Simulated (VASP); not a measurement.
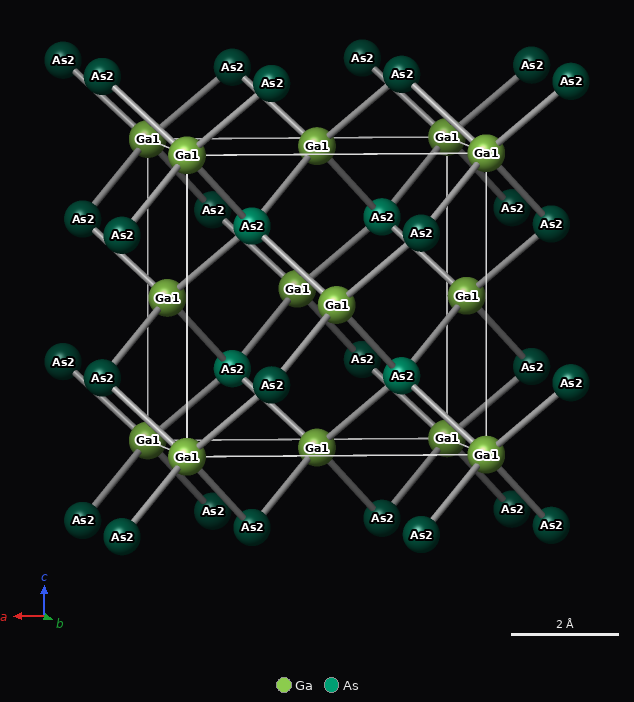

The input geometry of the first run (ball-and-stick view of the cell 4 times as large as that of the calculation, set on its symmetry axes, seen at an oblique angle; neighbours outside the cell are drawn fainter; atoms are numbered from 1 in the order of the input). Near neighbours in the crystal (not all of them lie inside the picture): Ga has 4 As at 2.45 Å; As has 4 Ga at 2.45 Å.

**GaAs: one change and its effect**

System: GaAs (2 atoms in the cell).
Method of the first run: DFT, HSE06, plane waves, PAW (VASP 6.6.1).

The structure was built on a prototype by a generator. The geometry comes from this level: r2SCAN. 

## INCAR, the first run
```
AEXX = 0.250000
ENCUT = 520.000000
HFSCREEN = 0.207900
SIGMA = 0.010000
EDIFF = 1.00e-07
ALGO = Normal
GGA = PE
PREC = Accurate
PRECFOCK = Fast
IBRION = -1
ISIF = 2
ISMEAR = 0
ISTART = 1
NBANDS = 16
NELM = 120
NSW = 0
LASPH = .TRUE.
LCHARG = .FALSE.
LHFCALC = .TRUE.
LWAVE = .FALSE.
LREAL = .FALSE.
```

## KPOINTS, the first run
```
KPOINTS created by Atomic Simulation Environment
0
Gamma
6 6 6
0 0 0
```

## KPOINTS_OPT, the first run
```
special points
6
Reciprocal
0.0000000000 0.0000000000 0.0000000000 1
0.5000000000 0.0000000000 0.5000000000 1
0.5000000000 0.2500000000 0.7500000000 1
0.3750000000 0.3750000000 0.7500000000 1
0.5000000000 0.5000000000 0.5000000000 1
0.6250000000 0.2500000000 0.6250000000 1
```

## POSCAR, the first run
```
Ga As
 1.0000000000000000
    -0.0000000000000000    2.8330850953310862    2.8330850953310862
     2.8330850953310862    0.0000000000000000    2.8330850953310862
     2.8330850953310862    2.8330850953310862    0.0000000000000000
 Ga  As
   1   1
Cartesian
  0.0000000000000000  0.0000000000000000 -0.0000000000000000
  1.4165425476655431  1.4165425476655431  1.4165425476655431
```

Command:
```bash
mpirun -np 1 vasp_std
```

Hardware: 1 CPU thread, shared host.

## OSZICAR and lines of OUTCAR (the first run)
```
N       E                     dE             d eps       ncg     rms          rms(c)
DAV:   1    -0.985352514815E+01   -0.98535E+01   -0.67059E-01   776   0.152E+01    0.214E+00
DAV:   2    -0.985052316758E+01    0.30020E-02   -0.48774E-02   744   0.334E+00    0.149E+00
DAV:   3    -0.984843520410E+01    0.20880E-02   -0.51237E-03   720   0.116E+00    0.879E-01
DAV:   4    -0.984790772624E+01    0.52748E-03   -0.72441E-04   712   0.281E-01    0.496E-01
DAV:   5    -0.984775801431E+01    0.14971E-03   -0.12263E-04   616   0.876E-02    0.285E-01
DAV:   6    -0.984771611310E+01    0.41901E-04   -0.26076E-05   688   0.421E-02    0.161E-01
DAV:   7    -0.984770189601E+01    0.14217E-04   -0.53975E-06   624   0.203E-02    0.902E-02
DAV:   8    -0.984769728434E+01    0.46117E-05   -0.16980E-06   648   0.990E-03    0.498E-02
DAV:   9    -0.984769598671E+01    0.12976E-05   -0.62736E-07   656   0.511E-03    0.272E-02
DAV:  10    -0.984769565649E+01    0.33023E-06   -0.21361E-07   632   0.289E-03    0.147E-02
DAV:  11    -0.984769557771E+01    0.78777E-07   -0.68337E-08   408   0.174E-03
   1 F= -.98476956E+01 E0= -.98476956E+01  d E =-.202224E-58
       N       E                     dE             ncg
DAV:   1     0.196952783916E+03   -0.35612E+04      200
DAV:   2    -0.378893541279E+03   -0.57585E+03      216
DAV:   3    -0.422294594628E+03   -0.43401E+02      232
DAV:   4    -0.423313269192E+03   -0.10187E+01      264
DAV:   5    -0.423326479205E+03   -0.13210E-01      256
DAV:   6    -0.423326819238E+03   -0.34003E-03      312
DAV:   7    -0.423326824245E+03   -0.50075E-05      256
DAV:   8    -0.423326824342E+03   -0.96241E-07      232
[... from OUTCAR:]
   NELECT =      18.0000    total number of electrons
 E-fermi :   3.5595
  free  energy   TOTEN  =        -9.8476955777 eV
  energy  without entropy=       -9.8476955777  energy(sigma->0) =       -9.84769558
```

For the second run the input was changed thus:
```diff
-HFSCREEN = 0.207900
+HFRCUT = -1
```

What does this change do to the results?

The total energies belong to different methods, so their difference says nothing on which is more stable or more accurate. The gap on the mesh goes from 1.36 to 1.96 eV. The pressure goes from 0.48 to 0.26 GPa. HFSCREEN sets the range of the screened exchange: 0.2 gives HSE06, and 0 the unscreened PBE0. The number of SCF iterations is the same.

## OSZICAR and lines of OUTCAR (the second run)
```
N       E                     dE             d eps       ncg     rms          rms(c)
DAV:   1    -0.107157409615E+02   -0.10716E+02   -0.63349E-01   784   0.147E+01    0.207E+00
DAV:   2    -0.107174561355E+02   -0.17152E-02   -0.46790E-02   728   0.310E+00    0.146E+00
DAV:   3    -0.107155932153E+02    0.18629E-02   -0.51709E-03   744   0.115E+00    0.874E-01
DAV:   4    -0.107150315264E+02    0.56169E-03   -0.70142E-04   704   0.288E-01    0.495E-01
DAV:   5    -0.107148659689E+02    0.16556E-03   -0.14126E-04   616   0.929E-02    0.285E-01
DAV:   6    -0.107148229402E+02    0.43029E-04   -0.35771E-05   696   0.453E-02    0.161E-01
DAV:   7    -0.107148083599E+02    0.14580E-04   -0.68321E-06   624   0.222E-02    0.906E-02
DAV:   8    -0.107148030301E+02    0.53298E-05   -0.18146E-06   624   0.109E-02    0.500E-02
DAV:   9    -0.107148013283E+02    0.17018E-05   -0.71866E-07   640   0.539E-03    0.272E-02
DAV:  10    -0.107148008692E+02    0.45911E-06   -0.24871E-07   624   0.292E-03    0.146E-02
DAV:  11    -0.107148007826E+02    0.86568E-07   -0.76591E-08   440   0.173E-03
   1 F= -.10714801E+02 E0= -.10714801E+02  d E =-.143811E-25
       N       E                     dE             ncg
DAV:   1     0.170198272214E+03   -0.35880E+04      200
DAV:   2    -0.421641461863E+03   -0.59184E+03      216
DAV:   3    -0.465955863606E+03   -0.44314E+02      232
DAV:   4    -0.466975981524E+03   -0.10201E+01      264
DAV:   5    -0.466989692370E+03   -0.13711E-01      256
DAV:   6    -0.466990043334E+03   -0.35096E-03      312
DAV:   7    -0.466990048768E+03   -0.54345E-05      264
DAV:   8    -0.466990048970E+03   -0.20220E-06      240
DAV:   9    -0.466990048977E+03   -0.69185E-08      224
[... from OUTCAR:]
   NELECT =      18.0000    total number of electrons
 E-fermi :   3.1958
  free  energy   TOTEN  =       -10.7148007826 eV
  energy  without entropy=      -10.7148007826  energy(sigma->0) =      -10.71480078
```

## The two runs side by side

| quantity | the first run | the second run |
| --- | --- | --- |
| outcome | converged | converged |
| free energy per atom (eV) | −4.9238 | −5.3574 |
| gap on the mesh (eV) | 1.36 | 1.96 |
| pressure (GPa) | 0.48 | 0.26 |
| largest force (eV/Å) | 0.000 | 0.000 |
| SCF iterations | 11 | 11 |
| irreducible k-points | 16 | 16 |
